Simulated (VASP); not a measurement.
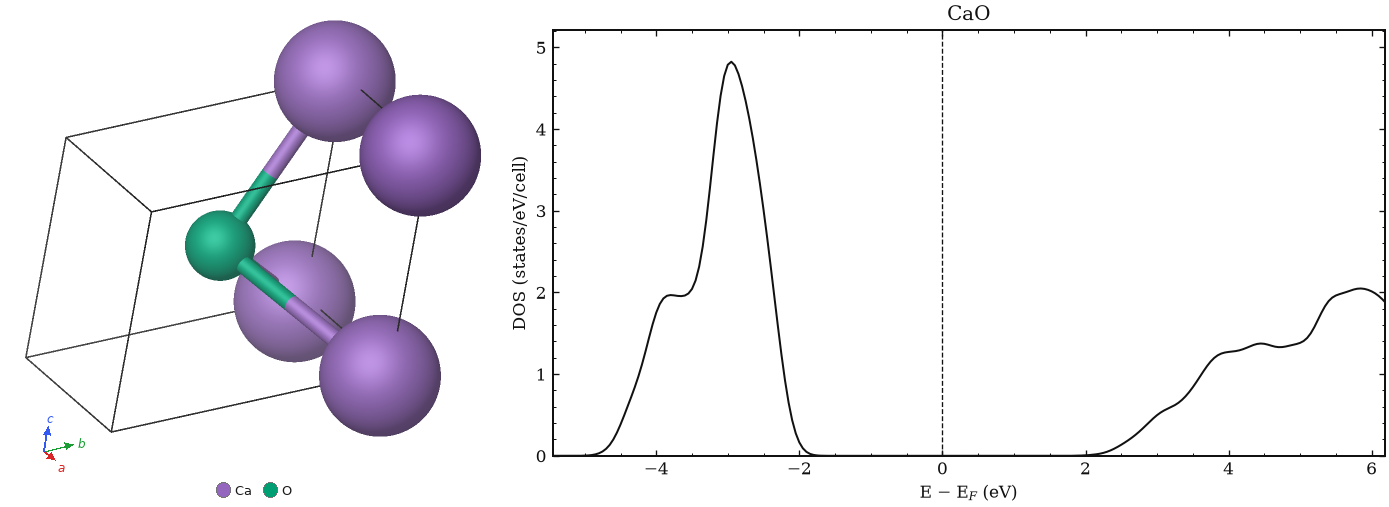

Describe the figure.

Density of states of CaO, space group P1, 2 atoms in the cell, rocksalt type, strained and displaced, beside the structure. Computed with VASP: DFT, PBE, plane waves, PAW, 8×8×8 k mesh, 520 eV cutoff. Energies are counted from the Fermi level, put mid-gap where there is a gap. The curve is built from the levels of the k mesh with Gaussians 0.4 eV wide, which also blur the band edges.

There is a gap; over the k points computed it is 4.36 eV (indirect; the smallest direct gap is 4.47 eV). The upper group of valence states starts about 2.4 eV under the valence-band top (which lies at −2.2 eV on this axis), with a gap beneath it; it holds about 6 electrons a cell. Within the window shown, the tallest peak of the filled states lies 0.8 eV under the valence-band top, at about 4.8 states per eV and cell.

The atoms aren't at rest in this cell (largest force 1.6 eV/Å), so the relaxed material can differ. The cell is at 12 GPa in this functional.
